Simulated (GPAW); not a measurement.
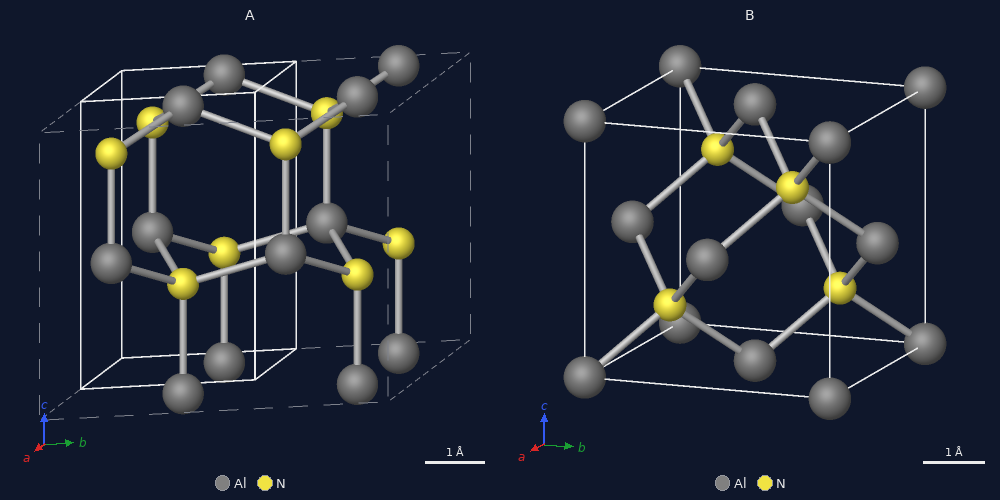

Two structures of AlN, each relaxed (cell and atoms) at zero pressure; conventional cells in solid outline, small ones repeated, each panel with its own scale. Alike in all runs: GPAW 26.7.0; functional PBEsol; dispersion D3; potentials PAW data sets generated in the run's folder for this functional; cutoff 800 eV; occupations fermi-dirac, width 0.05 eV; no spin polarisation; no spin-orbit coupling. The k meshes have like spacings.

**Name the structure in each panel.**

A: wurtzite, P6₃mc; B: zinc blende type, F-43m.

**Rank them by energy, lowest first.**

A, then B (+19 meV/atom), static energies at zero smearing.

**Collect the results in a table.**

| panel | space group | E − E(lowest) (meV/atom) | volume (Å³/atom) | gap (eV) |
| --- | --- | --- | --- | --- |
| A | P6₃mc | 0 | 10.4 | 4.18 |
| B | F-43m | 19 | 10.4 | 3.18 |

The starts are database entries or structure types tried for this composition, and the most stable form need not be among them. Approximate functionals can misorder forms that lie within a few tens of meV/atom, as they do the rutile and anatase forms of TiO₂. Gaps are the least found on the k-mesh, which misses some points of high symmetry; where the band edges lie there, the true gap is smaller, at times by an eV.

Caveat: later steps reuse the first step's grids; semilocal functionals give gaps below the measured ones.
